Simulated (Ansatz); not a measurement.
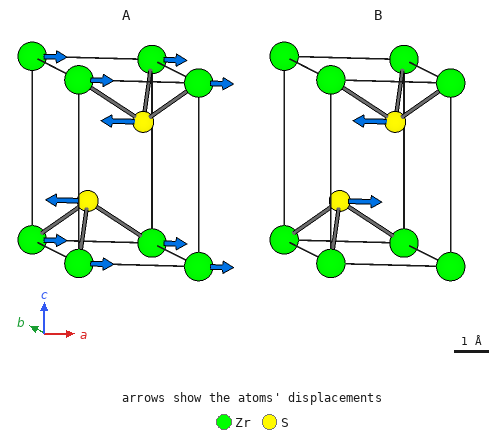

Modes of a crystal of ZrS$_{2}$ relaxed at 1 GPa, space group P-3m1 (No. 164), at the zone centre (one member of each degenerate set). Displacements are drawn as blue arrows; their common scale and sign are arbitrary. Style: ball-and-stick. Shown: the cell of the calculation, slightly off an axis.

Theory: DFT PBE+D3(BJ), scalar-relativistic, plane waves, PAW in Ansatz.

Frequencies are those without the non-analytic (LO–TO) term.

Which are infrared-active and which Raman-active?

A is E_u, infrared-active by symmetry (162 cm⁻¹). B is E_g, Raman-active by symmetry (252 cm⁻¹). The crystal has a centre of inversion, so no mode is both.
